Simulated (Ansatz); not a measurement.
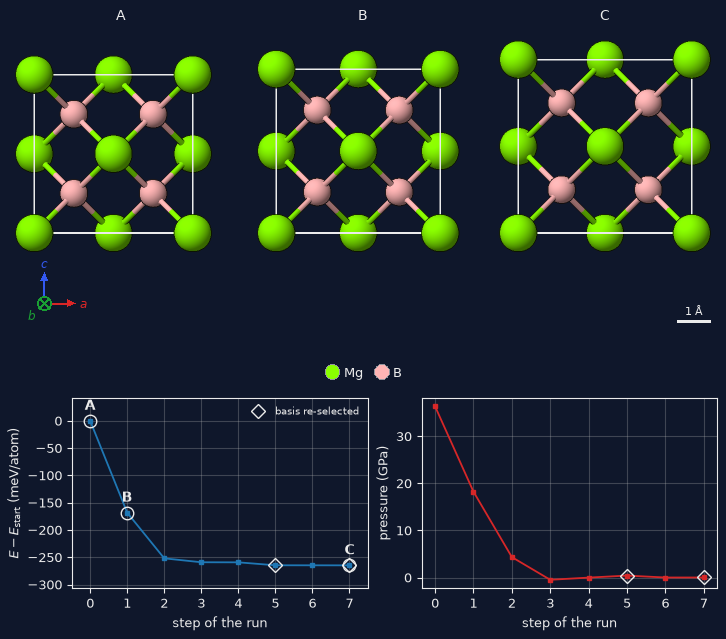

Frames of a relaxation of crystalline MgB2 (built on the fluorite_225 type) (coarse preliminary run), marked on the history of the run. A ball-and-stick model of the conventional cell (4 times the calculation's cell), seen along the b axis. Lengths and directions refer to the drawn axes.

Case: fluorite type (Fm-3m, No. 225).

The calculation used DFT PBE, scalar-relativistic, plane waves, PAW in Ansatz. (plane-wave cutoff 420 eV; k-point mesh 6 × 6 × 6; occupations gaussian; smearing width 0.1 eV; no spin polarisation; cell and atoms relaxed; force threshold 0.04 eV/Å; at most 70 steps)

Q: Describe the path.

A: No atom moves by more than 0.005 Å relative to the cell. Cell: a = b = c 4.839 → 5.297 Å (+9.5 %). Volume +31.1 %. Some distances before and after: B–Mg 2.095 → 2.294 Å. The space group stays Fm-3m (No. 225). After 5 accepted moves (7 points after the start) the energy has fallen by 265 meV per atom. All forces vanish by symmetry, so only the cell relaxes. The pressure goes from 36.35 to 0.02 GPa. At 2 points the geometry stayed and the basis and grid were re-selected for the new cell (energy shift of 5.4 meV per atom at most each time). The run took 5.6 s on 1 thread of Arm Neoverse V1, on a shared host, peak memory 0.27 GiB. From step 0 to 1: volume +10.8 %, energy −168 meV per atom. From step 1 to 7: volume +18.4 %, energy −96.4 meV per atom.
